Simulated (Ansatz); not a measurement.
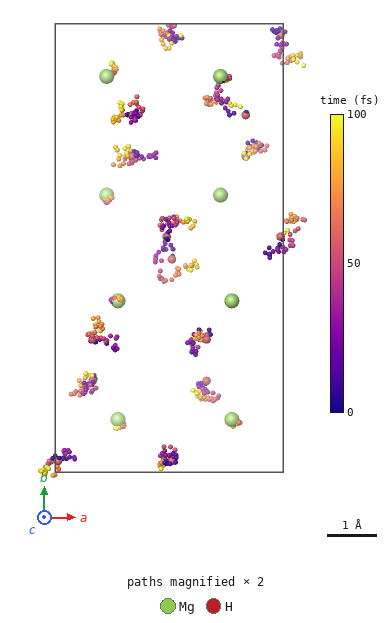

Molecular dynamics of MgH₂ with an H vacancy (23 atoms in the cell, charge -1), 100 fs long. Dots mark each atom's position at evenly spaced times, coloured by time; spheres stand at the starting positions. The excursions are magnified 2 times. Seen along the c axis in the simulation cell.

These are results of Ansatz 0.2.0, DFT PBE, scalar-relativistic, plane waves, PAW, not measurements. Set-up: plane-wave cutoff 420 eV; k-point mesh 2 × 1 × 2; Fermi-Dirac smearing 0.05 eV; low-accuracy preset; Langevin thermostat (NVT); set temperature 500 K; time step 0.5 fs; friction 1 per fs.

### What do the traces tell about the motion?

In the second half of the run the atoms are, in the root-mean-square, this far from where they began (common drift taken out): H 0.23 Å, Mg 0.08 Å. The run lasts only 100 fs, too short to tell vibration from diffusion. The mean temperature in the second half is 500 K (standard deviation 85 K). The potential energy is still drifting at the end, so the run hasn't reached equilibrium. The potential energy in the second half lies on average 40.5 meV per atom above the first frame. The friction is so strong that the slow modes are overdamped, and the motion no longer resembles free dynamics.

Limits of the set-up: the program's low-accuracy preset was used; the periodic images lie only 4.7 Å apart, so the values are limited by the cell's size; the cell is charged, on a uniform background, and energies carry no finite-size correction.
